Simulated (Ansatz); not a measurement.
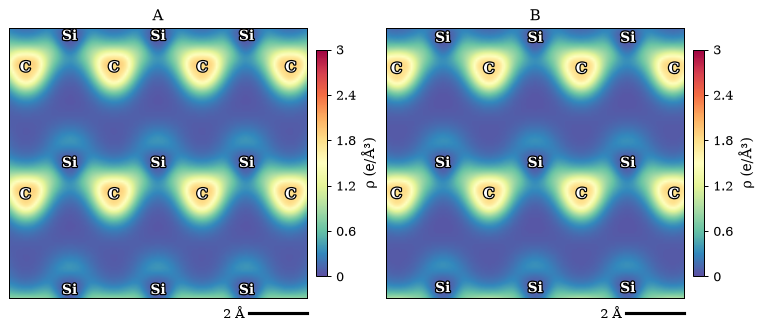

SiC. The valence charge density (pseudo) of two cells that differ in size and shape, on the (11̄0) plane of each (indices in the axes of the calculation cell), at one length scale and on one colour scale: B has 10.7 Å³ an atom and A 10.0.

Space group I-4m2.

Level of theory: DFT PBE, scalar-relativistic, plane waves, PAW (Ansatz 0.2.0).

The density is the valence pseudo-density of a PAW calculation; it isn't the true density close to the nuclei.

The larger cell:

```yaml
crystal:
  lattice:
    - [0.00000, 2.23922, 2.14139]
    - [2.23922, 0.00000, 2.14139]
    - [2.23922, 2.23922, 0.00000]
  atoms:
    - { symbol: Si, position: [0.00000, 0.00000, 0.00000] }
    - { symbol: C, position: [0.75000, 0.75000, 0.75000] }
```

The smaller cell: a = 3.052 Å, b = 3.052 Å, c = 3.028 Å, α = 60.25°, β = 60.25°, γ = 59.50°.

Question: What changes from the larger cell to the smaller?

Answer: From the larger cell to the smaller, Si–C goes from 1.91 to 1.86 Å, and the density at its midpoint from 0.85 to 0.92 e/Å³; the pressure goes from −4.7 to 12 GPa; the Kohn–Sham gap goes from 0.95 eV to 1.2 eV.
